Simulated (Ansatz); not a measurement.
# Geometry relaxation of Si (part 2 of 2)

The same run, continued: Si (P6₃/mmc, 2 atoms in the cell); DFT LDA, scalar-relativistic, plane waves, PAW, no spin polarisation (Ansatz 0.2.0); cutoff 420 eV, 18×18×10 k-mesh, Gaussian smearing of 0.1 eV. The structure derives from a Materials Project entry.

Geometry of the input (Å; fractional positions):
```
2.6656  0.0000  0.0000
-1.3328  2.3085  0.0000
0.0000  0.0000  4.5063
Si 0.3333  0.6667  0.2500
Si 0.6667  0.3333  0.7500
```

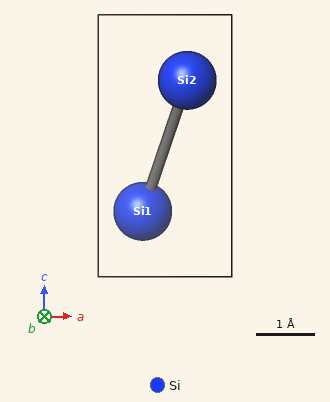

**Figure 1.** The geometry at step 2 of the log (ball-and-stick view of the cell of the calculation, along the b axis; atoms are numbered from 1 in the order of the input).

### Log, continued
```
SCF iter   1: F=—  HF=-1216.467399 eV  |F-HF|=—  |Δ(HF+E_count)|=         —  Δρ=4.15e-5  dr2=4.08e-7  ethr=5.05e-9  ⟨swp⟩=2.4  Hψ=14788  notcnv=0
preconditioner: auto → none  [metal: Δε(μ)=0.026 eV  Ē_g=10.298 eV  σ=0.100 eV  W_gap=0.14  n_scr=2 (ndim 8)  ℏωp=20.0 eV  f_vac=0.000  D(μ)=0.66/eV (n_scr^D=2)]
SCF iter   2: F=—  HF=-1216.467399 eV  |F-HF|=—  |Δ(HF+E_count)|=   1.64e-7  Δρ=1.82e-5  dr2=7.44e-8  ethr=5.05e-9  ⟨swp⟩=1.0  Hψ=1776  notcnv=0
iter 3 did not close the SCF: its close was put off for the readings that it lacked (scf_convergence_deferred on its scf_iter line)
SCF iter   3: F=-1216.467399 eV  HF=-1216.467399 eV  |F-HF|=3.82e-11  |Δ(HF+E_count)|=   3.59e-8  Δρ=9.88e-7  dr2=1.48e-10  ethr=9.30e-10  ⟨swp⟩=2.0  Hψ=2620  notcnv=0
iter 4 did not close the SCF: its close was put off for the readings that it lacked (scf_convergence_deferred on its scf_iter line)
SCF iter   4: F=-1216.467399 eV  HF=-1216.467399 eV  |F-HF|=9.09e-13  |Δ(HF+E_count)|=  6.28e-11  Δρ=1.10e-7  dr2=2.23e-12  ethr=1.85e-12  ⟨swp⟩=2.5  Hψ=2652  notcnv=0
iter 5 did not close the SCF: its close was put off for the readings that it lacked (scf_convergence_deferred on its scf_iter line)
SCF iter   5: F=-1216.467399 eV  HF=-1216.467399 eV  |F-HF|=0.00e0  |Δ(HF+E_count)|=  9.09e-13  Δρ=1.55e-8  dr2=2.33e-14  ethr=1.00e-12  ⟨swp⟩=1.0  Hψ=1776  notcnv=0
iter 6 did not close the SCF: its close was put off for the readings that it lacked (scf_convergence_deferred on its scf_iter line)
SCF iter   6: F=-1216.467399 eV  HF=-1216.467399 eV  |F-HF|=2.27e-13  |Δ(HF+E_count)|=  2.27e-13  Δρ=9.30e-10  dr2=1.01e-16  ethr=1.00e-12  ⟨swp⟩=1.0  Hψ=1776  notcnv=0
SCF iter   7: F=-1216.467399 eV  HF=-1216.467399 eV  |F-HF|=6.82e-13  |Δ(HF+E_count)|=  2.27e-13  Δρ=1.57e-10  dr2=6.93e-18  ethr=1.00e-12  ⟨swp⟩=1.0  Hψ=4440  notcnv=0
SCF 4 converged in 7 iterations: F = -1216.467399 eV  dr2 = 6.93e-18
relax step   4: F+E_penalty+E_count = -1216.46739892 eV  Δ(F+E_penalty+E_count) = -1.515e-5 eV  max|allowed force component| = 1.665e-16 eV/Å  Δτ_max = 0.0000 Å  P = +0.047 GPa  Ω = 27.630 Å³  energy of the carried Pulay correction = +2.162e-5 eV  (7 SCF iters, dr2 threshold 1.62e-8 eV, accepted)
Crystal: 2 atoms, lattice volume = 27.644 Å³
iter 1 solved again at ethr=5.99e-10 eV; its pass at ethr=3.10e-3 eV (dr2=4.79e-8 eV) is discarded
SCF iter   1: F=—  HF=-1216.467396 eV  |F-HF|=—  |Δ(HF+E_count)|=         —  Δρ=1.44e-5  dr2=4.82e-8  ethr=5.99e-10  ⟨swp⟩=2.5  Hψ=14863  notcnv=0
preconditioner: auto → none  [metal: Δε(μ)=0.027 eV  Ē_g=10.295 eV  σ=0.100 eV  W_gap=0.15  n_scr=2 (ndim 8)  ℏωp=20.0 eV  f_vac=0.000  D(μ)=0.66/eV (n_scr^D=2)]
SCF iter   2: F=—  HF=-1216.467396 eV  |F-HF|=—  |Δ(HF+E_count)|=   2.07e-8  Δρ=6.35e-6  dr2=9.01e-9  ethr=5.99e-10  ⟨swp⟩=1.0  Hψ=1779  notcnv=0
iter 3 did not close the SCF: its close was put off for the readings that it lacked (scf_convergence_deferred on its scf_iter line)
SCF iter   3: F=-1216.467396 eV  HF=-1216.467396 eV  |F-HF|=5.91e-12  |Δ(HF+E_count)|=   4.72e-9  Δρ=3.02e-7  dr2=1.31e-11  ethr=1.13e-10  ⟨swp⟩=2.0  Hψ=2621  notcnv=0
iter 4 did not close the SCF: its close was put off for the readings that it lacked (scf_convergence_deferred on its scf_iter line)
SCF iter   4: F=-1216.467396 eV  HF=-1216.467396 eV  |F-HF|=2.27e-13  |Δ(HF+E_count)|=  1.46e-11  Δρ=4.01e-8  dr2=2.65e-13  ethr=1.00e-12  ⟨swp⟩=1.0  Hψ=1777  notcnv=0
iter 5 did not close the SCF: its close was put off for the readings that it lacked (scf_convergence_deferred on its scf_iter line)
SCF iter   5: F=-1216.467396 eV  HF=-1216.467396 eV  |F-HF|=0.00e0  |Δ(HF+E_count)|=    0.00e0  Δρ=3.87e-9  dr2=1.13e-15  ethr=1.00e-12  ⟨swp⟩=1.0  Hψ=1776  notcnv=0
iter 6 did not close the SCF: its close was put off for the readings that it lacked (scf_convergence_deferred on its scf_iter line)
SCF iter   6: F=-1216.467396 eV  HF=-1216.467396 eV  |F-HF|=0.00e0  |Δ(HF+E_count)|=  2.27e-13  Δρ=3.84e-10  dr2=1.79e-17  ethr=1.00e-12  ⟨swp⟩=1.0  Hψ=1776  notcnv=0
SCF iter   7: F=-1216.467396 eV  HF=-1216.467396 eV  |F-HF|=0.00e0  |Δ(HF+E_count)|=  2.27e-13  Δρ=8.57e-11  dr2=1.08e-18  ethr=1.00e-12  ⟨swp⟩=1.0  Hψ=4440  notcnv=0
SCF 5 converged in 7 iterations: F = -1216.467396 eV  dr2 = 1.08e-18
relax step   5: F+E_penalty+E_count = -1216.46739630 eV  Δ(F+E_penalty+E_count) = +2.627e-6 eV  max|allowed force component| = 1.665e-16 eV/Å  Δτ_max = 0.0000 Å  P = -0.000 GPa  Ω = 27.644 Å³  energy of the carried Pulay correction = +1.700e-5 eV  (7 SCF iters, accepted)
Initial wavefunctions: pseudopotential atomic-orbital guess (no wavefunctions were taken with the density)
iter 1 solved again at ethr=1.15e-9 eV; its pass at ethr=3.10e-3 eV (dr2=9.19e-8 eV) is discarded
SCF iter   1: F=—  HF=-1216.467392 eV  |F-HF|=—  |Δ(HF+E_count)|=         —  Δρ=1.01e-5  dr2=2.05e-9  ethr=1.15e-9  ⟨swp⟩=3.7  Hψ=20168  notcnv=0
SCF iter   2: F=—  HF=-1216.467392 eV  |F-HF|=—  |Δ(HF+E_count)|=   6.87e-8  Δρ=5.09e-6  dr2=5.13e-10  ethr=2.56e-11  ⟨swp⟩=1.1  Hψ=1811  notcnv=0
iter 3 did not close the SCF: its close was put off for the readings that it lacked (scf_convergence_deferred on its scf_iter line)
SCF iter   3: F=-1216.467392 eV  HF=-1216.467392 eV  |F-HF|=9.09e-13  |Δ(HF+E_count)|=   3.00e-9  Δρ=4.14e-8  dr2=2.74e-13  ethr=6.41e-12  ⟨swp⟩=1.7  Hψ=2316  notcnv=0
iter 4 did not close the SCF: its close was put off for the readings that it lacked (scf_convergence_deferred on its scf_iter line)
SCF iter   4: F=-1216.467392 eV  HF=-1216.467392 eV  |F-HF|=6.82e-13  |Δ(HF+E_count)|=  2.27e-12  Δρ=1.04e-8  dr2=1.27e-14  ethr=1.00e-12  ⟨swp⟩=1.0  Hψ=1776  notcnv=0
iter 5 did not close the SCF: its close was put off for the readings that it lacked (scf_convergence_deferred on its scf_iter line)
SCF iter   5: F=-1216.467392 eV  HF=-1216.467392 eV  |F-HF|=4.55e-13  |Δ(HF+E_count)|=  4.55e-13  Δρ=9.22e-10  dr2=1.73e-16  ethr=1.00e-12  ⟨swp⟩=1.0  Hψ=1776  notcnv=0
iter 6 did not close the SCF: its close was put off for the readings that it lacked (scf_convergence_deferred on its scf_iter line)
SCF iter   6: F=-1216.467392 eV  HF=-1216.467392 eV  |F-HF|=2.27e-13  |Δ(HF+E_count)|=    0.00e0  Δρ=2.78e-10  dr2=1.27e-17  ethr=1.00e-12  ⟨swp⟩=1.0  Hψ=1776  notcnv=0
SCF iter   7: F=-1216.467392 eV  HF=-1216.467392 eV  |F-HF|=2.27e-13  |Δ(HF+E_count)|=  2.27e-13  Δρ=3.36e-11  dr2=2.68e-19  ethr=1.00e-12  ⟨swp⟩=1.1  Hψ=4480  notcnv=0
SCF 6 converged in 7 iterations: F = -1216.467392 eV  dr2 = 2.68e-19
relax step   6: F+E_penalty+E_count = -1216.46739238 eV  Δ(F+E_penalty+E_count) = +3.916e-6 eV  max|allowed force component| = 2.035e-16 eV/Å  Δτ_max = 0.0000 Å  P = -0.001 GPa  Ω = 27.644 Å³  stress off target by 4.60e-3 GPa  SCF on the basis re-selected at this cell (its energy is not comparable with the rows above)  (7 SCF iters)
basis re-selected at this cell: Δ(F+E_penalty+E_count) = +3.916e-6 eV, ΔP = -0.001 GPa vs the last step (what re-selecting the basis moved, of the pressure what is left beyond the Pulay correction that the steps carried, after the strain that the cell walked since its last selection, with what the two solves' SCF thresholds leave and, on support functions, any second-order correction that the steps lacked; it is no measure of the basis error at this ecutwfc). This SCF's stress stands 4.60e-3 GPa from its target on what of the cell is left free (relax.cell.stress_tol is 5.00e-2 GPa) and its largest allowed force component is 2.04e-16 eV/Å (relax.f_tol is 5.00e-3 eV/Å): within both
SCF converged after 7 iterations
Free energy (F): -1216.467392 eV
Harris-Foulkes:  -1216.467392 eV  (|F-HF|=2.27e-13)
Internal energy: -1216.464084 eV  (E = F + TS)
E sigma→0 (E₀):  -1216.465738 eV
Entropy (-TS):   -0.003308 eV (-1.654 meV/atom)
Fermi energy:    11.142678 eV
--- Per-component energies (eV) ---
  E_band       = 42.397727
  E_kinetic    = 84.427823
  E_local      = 5.820103  (includes V_loc(G=0)·N_el)
  E_nonlocal   = 52.948643
  E_hartree    = 0.821481
  E_xc         = -112.372770
  E_vxc        = -97.774720  (∫ρ·V_xc dr)
  E_paw        = -971.094499  (= ΣΔE_a)
  E_vpaw       = -4.667095  (= ΣTr[D̂ρ^β])
  E_aug_tail   = 0.000012  (compensation charges beyond the density's cutoff)
  E_ewald      = -277.183538
  E_core_change = 0.168661  (= ΣΔE_core)
  E_smearing   = -0.003308  (= −TS)
  E_closure    = 0.000000  (closes the sum)
  Σ components = -1216.467392   (vs F -1216.467392, Δ=0.00e0)
--- Forces (eV/Å), atoms counted from 1 ---
  atom   1  Si    -0.00000000    -0.00000000     0.00000000
  atom   2  Si     0.00000000     0.00000000    -0.00000000
  max |Σ_I F_I| component: 1.11e-16 eV/Å
--- Stress (GPa, compression-positive) ---
       -0.004007      -0.000000       0.000000
        0.000000      -0.004007      -0.000000
        0.000000      -0.000000       0.004603
  P = ⅓ Tr σ = -0.0011 GPa (-0.011 kbar)
--- Band table (eV; the first three rows and the last of 222) ---
  k-point 0: bands = ["-3.6789", "2.7338", "3.7580", "20.3668", "20.3668", "21.5420", "21.6150", "21.6150"]
  k-point 1: bands = ["-3.6088", "1.8579", "4.7600", "19.7469", "20.4226", "20.4226", "21.6682", "21.6682"]
  k-point 2: bands = ["-3.3986", "0.7376", "6.2580", "17.6622", "20.5890", "20.5890", "21.8204", "21.8204"]
  k-point 221: bands = ["6.4819", "6.4819", "7.0121", "7.0121", "7.4428", "7.4428", "18.1563", "18.1563"]
--- Relaxed structure (5 steps of the walk, 5 accepted, 1 SCFs on fresh bases) ---
  F+E_penalty+E_count = -1216.46739238 eV   max|allowed force component| = 2.035e-16 eV/Å   (the final SCF, on the basis selected at the relaxed cell)
  cell:  # Å, volume = 27.6436 Å³
    - [2.651066686199173, 0.0, 0.0]
    - [-1.3255333430995866, 2.2958910973751125, 0.0]
    - [0.0, 0.0, 4.541742413475146]
  atoms:
    - { symbol: Si, position: [0.3333333333333333, 0.6666666666666666, 0.25000000000000006] }
    - { symbol: Si, position: [0.6666666666666666, 0.3333333333333333, 0.7500000000000001] }
```

### Trajectory as extended XYZ (Å, eV, eV/Å), 6 frames, from step=1 to step=6
```
2
Lattice="2.6656 0.0000 0.0000 -1.3328 2.3085 0.0000 0.0000 0.0000 4.5063" Properties=species:S:1:pos:R:3:forces:R:3 step=1 energy=-1216.46613 pressure_GPa=-0.38
Si    0.0000    1.5390    1.1266    0.0000   0.0000   0.0000
Si    1.3328    0.7695    3.3797    0.0000   0.0000   0.0000
2
Lattice="2.6589 0.0000 0.0000 -1.3295 2.3027 0.0000 0.0000 0.0000 4.5196" Properties=species:S:1:pos:R:3:forces:R:3 step=2 energy=-1216.46698 pressure_GPa=-0.14
Si    0.0000    1.5351    1.1299    0.0000   0.0000   0.0000
Si    1.3295    0.7676    3.3897    0.0000   0.0000   0.0000
2
Lattice="2.6518 0.0000 0.0000 -1.3259 2.2966 0.0000 0.0000 0.0000 4.5427" Properties=species:S:1:pos:R:3:forces:R:3 step=3 energy=-1216.46738 pressure_GPa=-0.08
Si    0.0000    1.5310    1.1357    0.0000   0.0000   0.0000
Si    1.3259    0.7655    3.4070    0.0000   0.0000   0.0000
2
Lattice="2.6507 0.0000 0.0000 -1.3253 2.2956 0.0000 0.0000 0.0000 4.5408" Properties=species:S:1:pos:R:3:forces:R:3 step=4 energy=-1216.46740 pressure_GPa=0.05
Si    0.0000    1.5304    1.1352    0.0000   0.0000   0.0000
Si    1.3253    0.7652    3.4056    0.0000   0.0000   0.0000
2
Lattice="2.6511 0.0000 0.0000 -1.3255 2.2959 0.0000 0.0000 0.0000 4.5417" Properties=species:S:1:pos:R:3:forces:R:3 step=5 energy=-1216.46740 pressure_GPa=-0.00
Si    0.0000    1.5306    1.1354    0.0000   0.0000   0.0000
Si    1.3255    0.7653    3.4063    0.0000   0.0000   0.0000
2
Lattice="2.6511 0.0000 0.0000 -1.3255 2.2959 0.0000 0.0000 0.0000 4.5417" Properties=species:S:1:pos:R:3:forces:R:3 step=6 energy=-1216.46739 pressure_GPa=-0.00
Si    0.0000    1.5306    1.1354    0.0000   0.0000   0.0000
Si    1.3255    0.7653    3.4063    0.0000   0.0000   0.0000
```

### Key numbers

- outcome: converged
- space group (tolerance 0.01 Å): P6₃/mmc (194)
- electrons treated: 8
- free energy: −1216.4674 eV
- Fermi energy: 11.143 eV
- gap on the k-point mesh: none (metallic)
- pressure: 0.00 GPa
- final volume: 27.64 Å³
- largest force (length of the vector) at the end: under 0.001 eV/Å
- final cell: a = 2.651 Å, b = 2.651 Å, c = 4.542 Å, α = 90.00°, β = 90.00°, γ = 120.00°
- hardware: 2 threads of Intel Xeon @ 2.50GHz (Skylake/Cascade Lake), 32 GiB of memory available, shared host
- wall time: 10 s (CPU time 20 s)
- peak memory: 0.39 GiB
